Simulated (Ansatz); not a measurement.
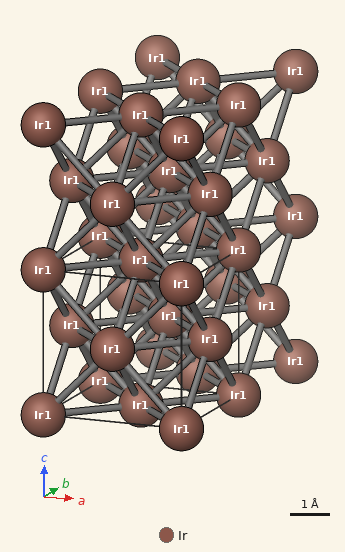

This is solid Ir (set up in Fm-3m). A ball-and-stick model of the conventional cell (4 times the calculation's cell), repeated 1 × 2 × 2 with one cell outlined, seen slightly off an axis. Lengths and directions refer to the drawn axes.

Level of theory: Ansatz 0.2.0, DFT PBE, scalar-relativistic, plane waves, PAW. Settings: plane-wave cutoff 420 eV; k-point mesh 18 × 18 × 18; occupations gaussian; smearing width 0.1 eV; no spin polarisation.

Change: Every iridium atom is replaced by platinum, which gives Pt. Cell and atoms are relaxed again (to zero pressure within 0.1 GPa, forces under 0.01 eV/Å).

Input file:
```yaml
crystal:
  lattice:
    - [0.0, 1.9852652235, 1.9852652235]
    - [1.9852652235, 0.0, 1.9852652235]
    - [1.9852652235, 1.9852652235, 0.0]
  atoms:
    - { symbol: Pt, position: [0.0, 0.0, 0.0] }
basis:
  ecutwfc: 420
kpoints:
  mp_grid: { grid: [18, 18, 18] }
hamiltonian:
  xc: pbe
scf:
  occupations: { method: gaussian, width: 0.1 }
output:
  forces: true
  stress: true
  eigenvalues: true
relax:
  adjacent_minimum: "off"
  f_tol: 0.01
  max_steps: 60
  cell: { stress_tol: 0.1 }
```

Run as
```bash
ansatz run input.yaml --threads 1 --pin off --max-ram 2560MiB --backend cpu --events-out ev --progress --plain --runs-dir out
```

Q: What does the calculation give for the changed structure?

A: The volume per atom goes from 14.50 to 15.65 Å³. The volume changes by +7.9 %, with a = b = c 3.871 → 3.971 Å (+2.6 %). The space group stays Fm-3m (No. 225).

The changed structure in the same view:

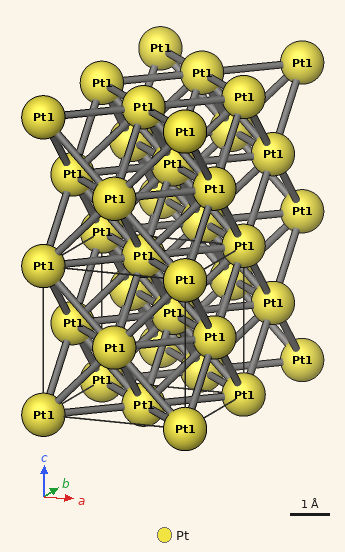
